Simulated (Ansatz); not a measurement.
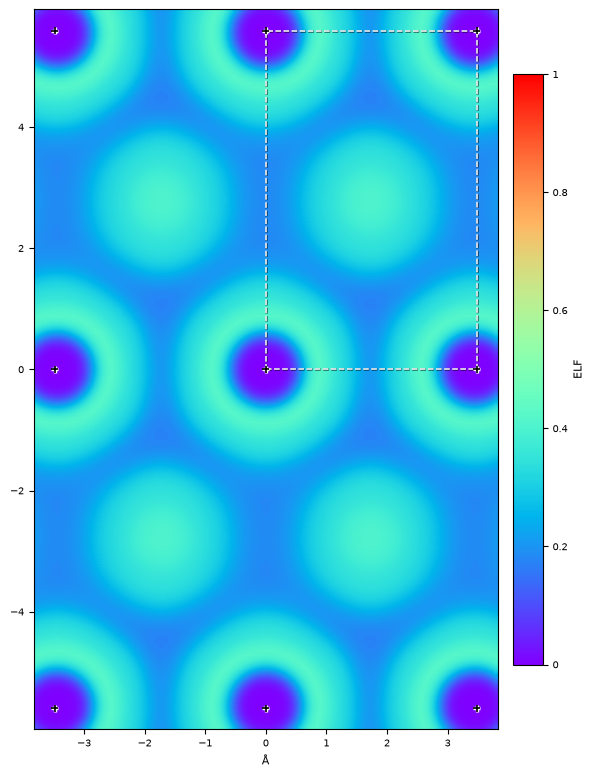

The electron localisation function on a plane through atoms (crosses mark nuclei in the plane).

The calculation used DFT PBE+D3(BJ), scalar-relativistic, plane waves, PAW (Ansatz 0.2.0).

Candidates:
A. Pb, a = 3.48 Å, b = 3.48 Å, c = 5.59 Å, α = 90.00°, β = 90.00°, γ = 120.00°. Space group P6₃/mmc.
B. As, a = 3.78 Å, b = 3.78 Å, c = 10.11 Å, α = 90.00°, β = 90.00°, γ = 120.00°. Space group R-3m.
C. N, a = 4.24 Å, b = 4.24 Å, c = 5.47 Å, α = 90.00°, β = 90.00°, γ = 90.00°. Space group P4₂/mnm; a structure from a database of computed crystals, not necessarily the ambient phase; changed on purpose from its base cell (volume × 1.10, shape and atoms relaxed).

Question: Which system is this?

Answer: Candidate A: Pb on the (100) plane of the conventional cell, which holds Pb.
